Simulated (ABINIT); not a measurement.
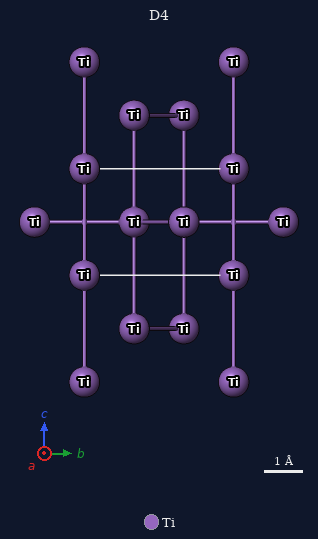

Crystalline Ti (set up in P6/mmm), relaxed (cell and atoms) with several dispersion corrections. The picture shows the result with D4. The picture is a ball-and-stick view of the cell of the calculation, seen along the a axis.

Computed with ABINIT 10.8.3: PBE, JTH PAW PBE v2.0. Settings: plane-wave cutoff 408.2 eV; k-point mesh 7 × 7 × 9; occupations fermi-dirac; smearing width 0.05 eV; optimiser BFGS; force threshold 0.02 eV/Å; no spin polarisation.

| dispersion correction | volume (Å³/atom) | a (Å) | c (Å) |
| --- | --- | --- | --- |
| D4 | 16.892 | 4.556 | 2.819 |
| D3 | ? | ? | ? |
| D3(BJ) | 16.284 | 4.501 | 2.785 |
| none | 17.178 | 4.582 | 2.834 |

Fill in the missing row.

With D3 the volume falls between D3(BJ) (16.284) and D4 (16.892). The calculation gives 16.391 Å³/atom (a = 4.507 Å, c = 2.796 Å). In order of volume: D3(BJ) < D3 < D4 < none; the spread is 5.5 %.
